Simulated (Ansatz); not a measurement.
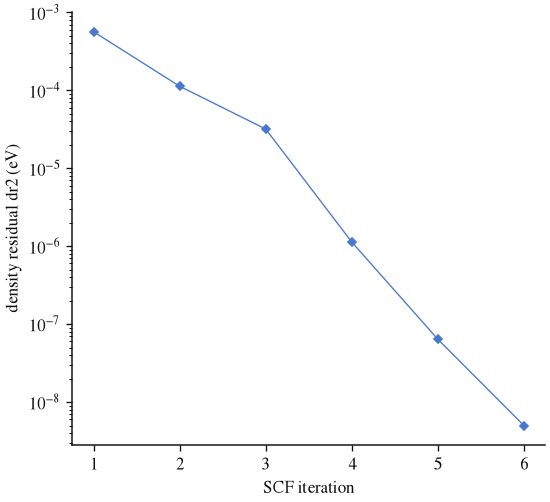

The plot shows the SCF iterations of a calculation: density residual dr2. The starting density is a sum of atomic densities corrected by a trained network, so the first residual is already small.

SnO₂ (6 atoms in the cell), run with Ansatz.

```
crystal:
  lattice:
    - [4.8277049966, 0.0, 0.0543116812]
    - [0.0, 4.8277049966, 0.0]
    - [0.0364273981, 0.0, 3.2379909407]
  atoms:
    - { symbol: Sn, position: [0.0, 0.0, 0.0] }
    - { symbol: Sn, position: [0.5, 0.5, 0.5] }
    - { symbol: O, position: [0.3066050867, 0.3066050867, 0.0] }
    - { symbol: O, position: [0.1933949133, 0.8066050867, 0.5] }
    - { symbol: O, position: [0.6933949133, 0.6933949133, 0.0] }
    - { symbol: O, position: [0.8066050867, 0.1933949133, 0.5] }
basis:
  ecutwfc: 420
kpoints:
  mp_grid: { grid: [6, 6, 8] }
hamiltonian:
  xc: pbe
scf:
  occupations: { method: fixed }
  max_iter: 100
output:
  forces: true
  eigenvalues: true
  stress: true
```

Launched with:
```bash
ansatz run input.yaml --threads 1 --pin off --max-ram 2560MiB --backend cpu --events-out ev --progress --plain --runs-dir out
```

Was self-consistency reached?

Answer. Converged, in 6 iterations. The residual falls at every step. The program put off closing at iteration 5, as it still lacked some of its checks.

What is the residual at the start and at the end?

Answer. It starts near 6 × 10⁻⁴ and ends near 5 × 10⁻⁹ eV.

Is anything amiss with this input?

Answer. The input holds an odd setting (fixed occupations whatever the gap), but it does no harm here: the energy lies within 1 meV per atom of a run with usual settings.
